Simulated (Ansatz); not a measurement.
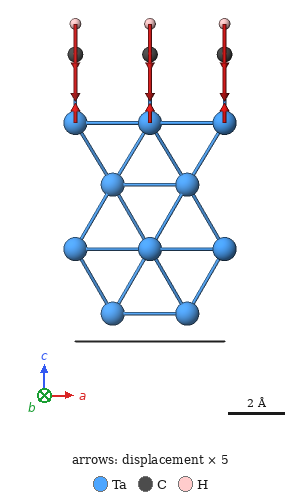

A constrained relaxation of a slab of composition Ta4HC (cut from the Im-3m phase). The starting structure is drawn; red arrows show the displacements, 5 times their true length.

A ball-and-stick model of the 2 × 2 repeat of the cell, outlined in the plane, without the vacuum, seen along the b axis.

Case: CH put at a top Ta site. The slab is the (1 1 0) face of Ta with CH on it. 2 atoms are held fixed.

All numbers below come from DFT PBEsol, scalar-relativistic, plane waves, PAW (Ansatz). Set-up: plane-wave cutoff 420 eV; k-point mesh 11 × 11 × 1; occupations gaussian; smearing width 0.1 eV; no spin polarisation; dipole correction; atoms relaxed in a fixed cell; force threshold 0.03 eV/Å; at most 70 steps.

**What did the optimiser do to the structure, and how much energy did it gain?**

After 4 accepted moves (6 points after the start) the energy has fallen by 1.252 eV per cell of the calculation. The largest force component goes from 3.7 to 0.016 eV/Å. The line search rejected the trial step at point 2 of the run. 1 step only repeated the SCF at the same geometry. The largest moves, 0.34 Å, are those of C and H atoms. Largest moves by element: C 0.34 Å, H 0.34 Å, Ta 0.15 Å. The lattice vectors keep their values. Near-neighbour distances that change, for instance: C–Ta 2.460 → 1.971 Å, Ta–Ta 2.759 → 2.885 Å, Ta–Ta 3.210 → 3.319 Å, Ta–Ta 2.834 → 2.828 Å.

Limits of the set-up: the periodic images lie only 2.8 Å apart, so the values are limited by the cell's size.
